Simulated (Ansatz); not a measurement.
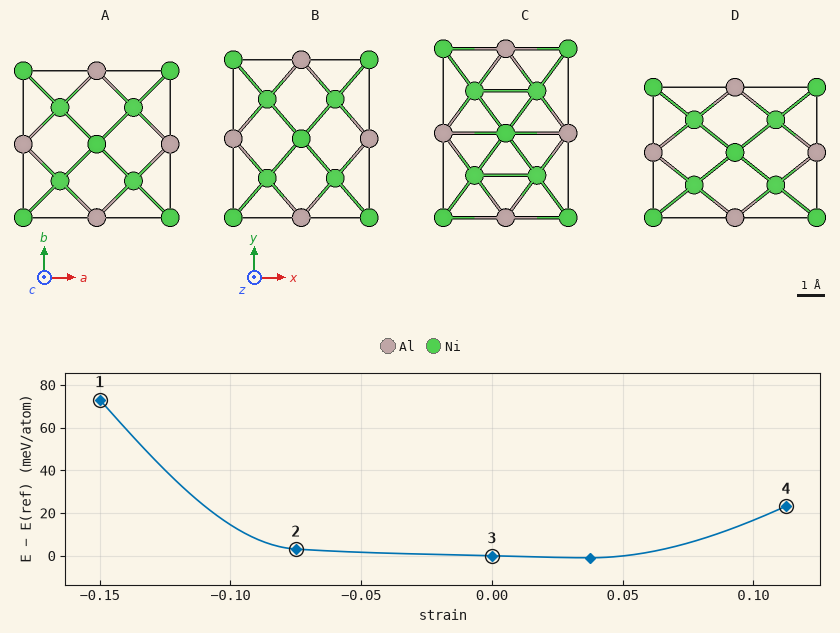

A scan of a crystal of AlNi3 (Fm-3m): the cell is strained along x and oppositely along y, with the atoms kept at their fractional coordinates. x, y and z are the Cartesian axes of the input. The frames are shuffled; the numbered points of the plot belong to them. The picture is a ball-and-stick view of the conventional cell (4 times the calculation's cell), seen along the c axis. Lengths and directions refer to the drawn axes.

Computed with DFT r2SCAN, scalar-relativistic, plane waves, PAW in Ansatz. (plane-wave cutoff 500 eV; k-point mesh 14 × 14 × 14; occupations gaussian; smearing width 0.15 eV; no spin polarisation). Energies (free energies at the smearing named) are counted from the relaxed crystal.

Question: Which frame belongs to which numbered point?

Answer: Point 1 is frame C (the strain −0.15, 73.1 meV/atom); 2 is frame B (the strain −0.075, 3.1 meV/atom); 3 is frame A (the strain 0.00, 0.0 meV/atom); 4 is frame D (the strain 0.1125, 23.2 meV/atom). The lowest computed point lies at the strain 0.0375 (−0.9 meV/atom). At the ends of the scan the energy is 73.1 meV/atom (−0.15) and 23.2 meV/atom (0.1125). The distortion takes the space group from Fm-3m to Fmmm. At the strain −0.15 the cell of the drawing goes a 5.604 → 4.763 Å, b 5.604 → 6.444 Å.
